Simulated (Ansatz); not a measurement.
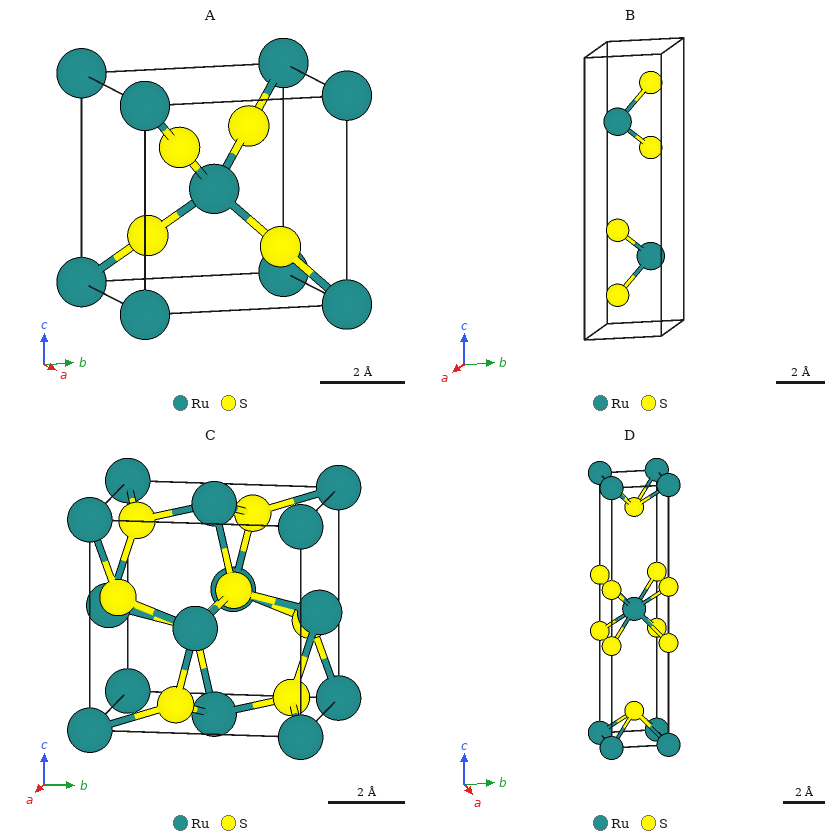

Four structures of RuS2, each relaxed to rest (conventional cells in solid outline, small ones repeated, each panel with its own scale). Method: DFT PBE, scalar-relativistic, plane waves, PAW in Ansatz 0.2.0, without spin polarisation.

> What are the structures shown?

A: cuprite (Cu₂O) type, Pn-3m; B: 2H molybdenite (MoS₂) type, P6_3/mmc; C: pyrite, Pa-3; D: 6 atoms a cell on a body-centred tetragonal lattice, I4/mmm.

> Rank them by energy, lowest first.

C, then B (+430 meV/atom), D (+632 meV/atom) and A (+699 meV/atom), energies at zero smearing.

> Collect the results in a table.

| panel | structure | E − E(lowest) (meV/atom) | volume (Å³/atom) | gap (eV) |
| --- | --- | --- | --- | --- |
| C | Pa-3 | 0 | 15.0 | 0.59 |
| B | P6_3/mmc | 430 | 19.5 | metal |
| D | I4/mmm | 632 | 18.8 | metal |
| A | Pn-3m | 699 | 21.4 | metal |

Some of these may be structure types tried for this composition rather than known phases, and the most stable form need not be among them. Gaps are taken on the k-mesh or band path of each run.
